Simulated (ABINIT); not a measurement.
# KCl: G0W0 calculation (part 1 of 3)

KCl (Fm-3m, 2 atoms in the cell), computed with Kohn-Sham DFT of a periodic cell, LDA, PseudoDojo NC SR LDA v0.4.1 standard, G0W0, no spin polarisation (ABINIT 10.8.3).

The structure derives from an entry of the Crystallography Open Database.

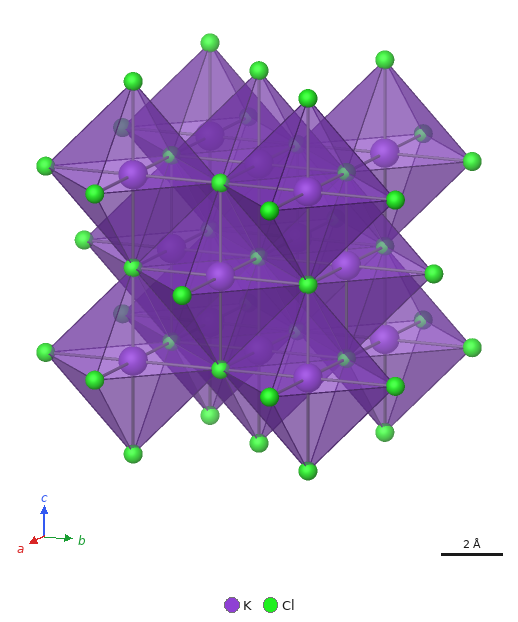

Fig. 1: The input geometry (polyhedral view of the cell 4 times as large as that of the calculation, set on its symmetry axes, seen slightly off an axis; polyhedra are completed across the faces of the cell).

Input file
```
ndtset 4

pp_dirpath "./"
pseudos "K.upf, Cl.upf"

acell 3*1.0 Angstrom
rprim
     0.0000000000     3.1464700000     3.1464700000
     3.1464700000     0.0000000000     3.1464700000
     3.1464700000     3.1464700000     0.0000000000
ntypat 2
znucl 19 17
natom 2
typat 1 2
xred
            0.0            0.0            0.0
            1/2            1/2            1/2

ecut 36.0

kptopt 1
ngkpt 4 4 4
nshiftk 1
shiftk 0.0 0.0 0.0
istwfk *1

ixc 7

occopt 1

nstep 80
diemac 6.0

iomode 3
prteig 0
prtebands 0

nband1 8
tolvrs1 1.0e-12
prtden1 1
prtwf1 0

iscf2 -2
getden2 1
nband2 74
nbdbuf2 6
tolwfr2 1.0e-12
nstep2 120
prtden2 0

optdriver3 3
getwfk3 2
nband3 68
ecuteps3 4.0
ecutwfn3 22.0
inclvkb3 2
ppmodel3 1
gwcomp3 1
gwencomp3 2.0

optdriver4 4
getwfk4 2
nband4 68
ecuteps4 4.0
ecutsigx4 36.0
ecutwfn4 36.0
symsigma4 1
getscr4 3
ppmodel4 1
gw_qprange4 1
gwcomp4 1
gwencomp4 2.0
```

Run as:
```bash
abinit run.abi > log 2>&1
```

Output
```
.Version 10.8.3 of ABINIT
 DATASET    1 : space group Fm -3 m (#225); Bravais cF (face-center cubic)
================================================================================
 Values of the parameters that define the memory need for DATASET  1.
     intxc =       0    ionmov =       0      iscf =       7    lmnmax =       6
     lnmax =       6     mgfft =      48  mpssoang =       3    mqgrid =    3001
     natom =       2  nloc_mem =       1    nspden =       1   nspinor =       1
    nsppol =       1      nsym =      48    n1xccc =    2501    ntypat =       2
    occopt =       1   xclevel =       1
       mpw =        4348          nfft =      110592          nkpt =           8
================================================================================
================================================================================

 DATASET    2 : space group Fm -3 m (#225); Bravais cF (face-center cubic)
================================================================================
 Values of the parameters that define the memory need for DATASET  2.
     intxc =       0    ionmov =       0      iscf =      -2    lmnmax =       6
     lnmax =       6     mgfft =      48  mpssoang =       3    mqgrid =    3001
     natom =       2  nloc_mem =       1    nspden =       1   nspinor =       1
    nsppol =       1      nsym =      48    n1xccc =    2501    ntypat =       2
    occopt =       1   xclevel =       1
       mpw =        4348          nfft =      110592          nkpt =           8
================================================================================
================================================================================

 DATASET    3 : space group Fm -3 m (#225); Bravais cF (face-center cubic)
================================================================================
 Values of the parameters that define the memory need for DATASET  3.
     intxc =       0    ionmov =       0      iscf =       7    lmnmax =       6
     lnmax =       6     mgfft =      36  mpssoang =       3    mqgrid =    3001
     natom =       2  nloc_mem =       1    nspden =       1   nspinor =       1
    nsppol =       1      nsym =      48    n1xccc =    2501    ntypat =       2
    occopt =       1   xclevel =       1
       mpw =        2120          nfft =       46656          nkpt =           8
================================================================================
================================================================================

 DATASET    4 : space group Fm -3 m (#225); Bravais cF (face-center cubic)
================================================================================
 Values of the parameters that define the memory need for DATASET  4.
     intxc =       0    ionmov =       0      iscf =       7    lmnmax =       6
     lnmax =       6     mgfft =      48  mpssoang =       3    mqgrid =    3001
     natom =       2  nloc_mem =       1    nspden =       1   nspinor =       1
    nsppol =       1      nsym =      48    n1xccc =    2501    ntypat =       2
    occopt =       1   xclevel =       1
       mpw =        4348          nfft =      110592          nkpt =           8
================================================================================
================================================================================

--------------------------------------------------------------------------------
------------- Echo of variables that govern the present computation ------------
--------------------------------------------------------------------------------
 -outvars: echo values of preprocessed input variables --------
            acell      1.8897261259E+00  1.8897261259E+00  1.8897261259E+00 Bohr
              amu      3.90983000E+01  3.54527000E+01
           diemac      6.00000000E+00
             ecut1     3.60000000E+01 Hartree
             ecut2     3.60000000E+01 Hartree
             ecut3     2.20000000E+01 Hartree
             ecut4     3.60000000E+01 Hartree
          ecuteps1     0.00000000E+00 Hartree
          ecuteps2     0.00000000E+00 Hartree
          ecuteps3     4.00000000E+00 Hartree
          ecuteps4     4.00000000E+00 Hartree
         ecutsigx1     0.00000000E+00 Hartree
         ecutsigx2     0.00000000E+00 Hartree
         ecutsigx3     0.00000000E+00 Hartree
         ecutsigx4     3.60000000E+01 Hartree
          ecutwfn1     0.00000000E+00 Hartree
          ecutwfn2     0.00000000E+00 Hartree
          ecutwfn3     2.20000000E+01 Hartree
          ecutwfn4     3.60000000E+01 Hartree
           getden1          0
           getden2          1
           getden3          0
           getden4          0
           getscr1          0
           getscr2          0
           getscr3          0
           getscr4          3
           getwfk1          0
           getwfk2          0
           getwfk3          2
           getwfk4          2
           gwcomp1          0
           gwcomp2          0
           gwcomp3          1
           gwcomp4          1
       gw_qprange1          0
       gw_qprange2          0
       gw_qprange3          0
       gw_qprange4          1
             iscf1          7
             iscf2         -2
             iscf3          7
             iscf4          7
              ixc           7
           jdtset        1    2    3    4
         kptrlatt        4    0    0      0    4    0      0    0    4
          kptrlen      3.36354662E+01
            natom           2
            nband1          8
            nband2         74
            nband3         68
            nband4         68
           nbdbuf1          0
           nbdbuf2          6
           nbdbuf3          0
           nbdbuf4          0
           ndtset           4
            ngfft1         48      48      48
            ngfft2         48      48      48
            ngfft3         36      36      36
            ngfft4         48      48      48
             nkpt           8
           npweps1          0
           npweps2          0
           npweps3        169
           npweps4        169
          npwsigx1          0
          npwsigx2          0
          npwsigx3          0
          npwsigx4       4285
            nstep1         80
            nstep2        120
            nstep3         80
            nstep4         80
             nsym          48
           ntypat           2
        optdriver1          0
        optdriver2          0
        optdriver3          3
        optdriver4          4
           prtden1          1
           prtden2          0
           prtden3          1
           prtden4          1
        prtebands           0
           prteig           0
            prtwf1          0
            prtwf2          1
            prtwf3          1
            prtwf4          1
            rprim      0.0000000000E+00  3.1464700000E+00  3.1464700000E+00
                       3.1464700000E+00  0.0000000000E+00  3.1464700000E+00
                       3.1464700000E+00  3.1464700000E+00  0.0000000000E+00
          spgroup         225
           tolvrs1     1.00000000E-12
           tolvrs2     0.00000000E+00
           tolvrs3     0.00000000E+00
           tolvrs4     0.00000000E+00
           tolwfr1     0.00000000E+00
           tolwfr2     1.00000000E-12
           tolwfr3     0.00000000E+00
           tolwfr4     0.00000000E+00
            typat      1  2
           xangst      0.0000000000E+00  0.0000000000E+00  0.0000000000E+00
                       3.1464700000E+00  3.1464700000E+00  3.1464700000E+00
            xcart      0.0000000000E+00  0.0000000000E+00  0.0000000000E+00
                       5.9459665634E+00  5.9459665634E+00  5.9459665634E+00
             xred      0.0000000000E+00  0.0000000000E+00  0.0000000000E+00
                       5.0000000000E-01  5.0000000000E-01  5.0000000000E-01
            znucl       19.00000   17.00000

================================================================================

 chkinp: Checking input parameters for consistency, jdtset=   1.

 chkinp: Checking input parameters for consistency, jdtset=   2.

 chkinp: Checking input parameters for consistency, jdtset=   3.

 chkinp: Checking input parameters for consistency, jdtset=   4.

================================================================================
== DATASET  1 ==================================================================

--- !DatasetInfo
iteration_state: {dtset: 1, }
dimensions: {natom: 2, nkpt: 8, mband: 8, nsppol: 1, nspinor: 1, nspden: 1, mpw: 4348, }
cutoff_energies: {ecut:  36.0, pawecutdg:  -1.0, }
electrons: {nelect:   1.60000000E+01, charge:   0.00000000E+00, occopt:   1.00000000E+00, tsmear:   1.00000000E-02, }
meta: {optdriver: 0, ionmov: 0, optcell: 0, iscf: 7, paral_kgb: 0, }
...

 Exchange-correlation functional for the present dataset will be:
  LDA: Perdew-Wang 92 LSD fit to Ceperley-Alder data - ixc=7
  J.P.Perdew and Y.Wang, PRB 45, 13244 (1992)

 Real(R)+Recip(G) space primitive vectors, cartesian coordinates (Bohr,Bohr^-1):
 R(1)=  0.0000000  5.9459666  5.9459666  G(1)= -0.0840906  0.0840906  0.0840906
 R(2)=  5.9459666  0.0000000  5.9459666  G(2)=  0.0840906 -0.0840906  0.0840906
 R(3)=  5.9459666  5.9459666  0.0000000  G(3)=  0.0840906  0.0840906 -0.0840906
 Unit cell volume ucvol=  4.2043357E+02 bohr^3
 Angles (23,13,12)=  6.00000000E+01  6.00000000E+01  6.00000000E+01 degrees

 getcut: wavevector=  0.0000  0.0000  0.0000  ngfft=  48  48  48
         ecut(hartree)=     36.000   => boxcut(ratio)=   2.11343

--- Pseudopotential description ------------------------------------------------
- pspini: atom type   1  psp file is ./K.upf
  19.00000   9.00000  180309                  znucl, zion, pspdat
12 -1012 2 -1 2170                            pspcod,pspxc,lmax,lloc,mmax
     nproj     2     2     2

- pspini: atom type   2  psp file is ./Cl.upf
  17.00000   7.00000  180309                  znucl, zion, pspdat
12 -1012 2 -1 1016                            pspcod,pspxc,lmax,lloc,mmax
     nproj     2     2     2

   2.73639740E+02                                ecore*ucvol(ha*bohr**3)
--------------------------------------------------------------------------------

================================================================================

--- !BeginCycle
iteration_state: {dtset: 1, }
solver: {iscf: 7, nstep: 80, nline: 4, wfoptalg: 0, }
tolerances: {tolvrs: 1.00E-12, }
...

     iter   Etot(hartree)      deltaE(h)  residm     vres2
 ETOT  1  -46.443720811373    -4.644E+01 1.533E-02 1.395E+02
 ETOT  2  -46.461198503526    -1.748E-02 4.729E-06 2.698E+01
 ETOT  3  -46.464973704462    -3.775E-03 9.246E-05 7.179E-01
 ETOT  4  -46.465024409877    -5.071E-05 3.482E-06 4.065E-03
 ETOT  5  -46.465025167245    -7.574E-07 1.637E-08 1.095E-03
 ETOT  6  -46.465025237424    -7.018E-08 4.907E-09 1.580E-05
 ETOT  7  -46.465025238952    -1.529E-09 9.600E-12 2.110E-07
 ETOT  8  -46.465025238977    -2.445E-11 5.817E-13 8.352E-09
 ETOT  9  -46.465025238979    -2.721E-12 4.104E-14 2.797E-10
 ETOT 10  -46.465025238979     4.334E-13 1.287E-15 3.279E-12
 ETOT 11  -46.465025238979    -4.476E-13 1.160E-17 4.180E-14

 At SCF step   11       vres2   =  4.18E-14 < tolvrs=  1.00E-12 =>converged.

 Cartesian components of stress tensor (hartree/bohr^3)
  sigma(1 1)=  6.70323402E-05  sigma(3 2)=  0.00000000E+00
  sigma(2 2)=  6.70323402E-05  sigma(3 1)=  0.00000000E+00
  sigma(3 3)=  6.70323402E-05  sigma(2 1)=  0.00000000E+00
```
